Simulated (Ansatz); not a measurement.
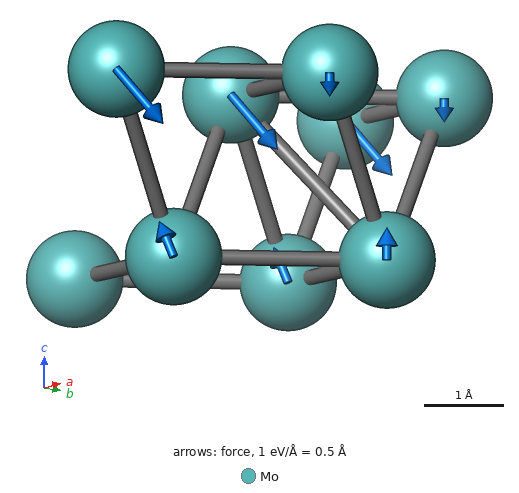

Starting geometry of a slab of composition Mo (cut from the Im-3m phase) with the computed forces as blue arrows. The picture is a ball-and-stick view of the atoms within 4.2 Å of the atom that moves most (axes of the 1 × 2 repeat of the cell, outlined in the plane, without the vacuum (origin shifted)), seen from a free direction.

Case: stripe over 3 of 6 cells, two steps. 12 atoms are held fixed.

Theory: Ansatz 0.2.0, DFT PBE, scalar-relativistic, plane waves, PAW. Settings: plane-wave cutoff 420 eV; k-point mesh 3 × 16 × 1; occupations gaussian; smearing width 0.1 eV; no spin polarisation; dipole correction; atoms relaxed in a fixed cell; force threshold 0.02 eV/Å; at most 45 steps.

**What follows when this structure is relaxed?**

It isn't relaxed: the largest force vector, on Mo atoms, is 2.01 eV/Å. The final displacements follow the starting forces only in part (cosine between the two patterns 0.81). After 5 geometry steps the energy has fallen by 0.653 eV per cell of the calculation. Largest force component: 1.5 eV/Å at the start, 0.0062 eV/Å at the end. The largest moves, 0.27 Å, are those of Mo atoms. The cell stays as it was. Near-neighbour distances that change, for instance: Mo–Mo 3.160 → 2.935 Å, Mo–Mo 2.737 → 2.574 Å, Mo–Mo 2.737 → 2.602 Å, Mo–Mo 2.737 → 2.759 Å. Among the angles between lasting bonds that change: Mo–Mo–Mo 109.5° → 118.3°, Mo–Mo–Mo 70.5° → 75.7°, Mo–Mo–Mo 70.5° → 74.8°. The run took 9.6 min on 4 threads of Intel(R) Xeon(R) 6975P-C (Granite Rapids), on a shared host, peak memory 5.8 GiB.
